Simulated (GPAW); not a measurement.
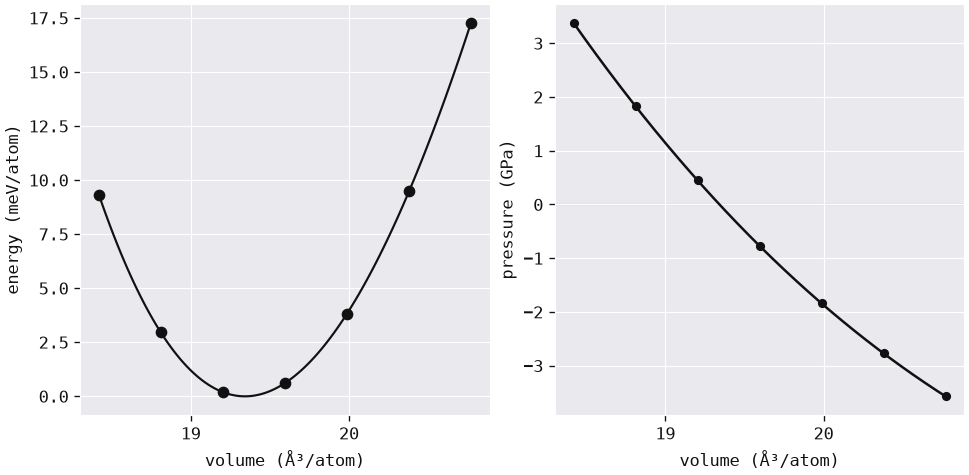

Energy and pressure against volume for Ga, space group Cmce (No. 64).

A third-order Birch–Murnaghan fit gives V0 = 19.34 Å³/atom, B0 = 61.1 GPa and B′ = 5.4. The energy is 9.30 meV/atom at volume 18.42 Å³/atom and 17.26 meV/atom at 20.77 Å³/atom; the lowest computed point is at volume 19.20 Å³/atom (0.19 meV/atom), and no other minimum shows. The pressure falls from 3.38 GPa at volume 18.42 Å³/atom to −3.57 GPa at 20.77 Å³/atom, and changes sign near 19.35 Å³/atom.

Calculation (GPAW 26.7.0): PAW DFT in plane waves, on a grid or in atomic orbitals, no spin polarisation; energies at scaled volumes of the given cell, shape and fractions fixed, counted from the fit's minimum, third-order Birch-Murnaghan fit. Level: PBEsol.

k mesh 7×7×6; occupations Fermi–Dirac; smearing width 0.05 eV; potentials PAW data sets made by gpaw setup for the functional; wave cutoff 600 eV; program settings basis pw.

Cell as given: a = 4.448 Å, b = 4.448 Å, c = 4.524 Å, α = 90.00°, β = 90.00°, γ = 118.89°; 4 atoms.

Caveats: shape and atomic fractions are frozen while scaling, which makes layered, chain and framework solids too stiff.
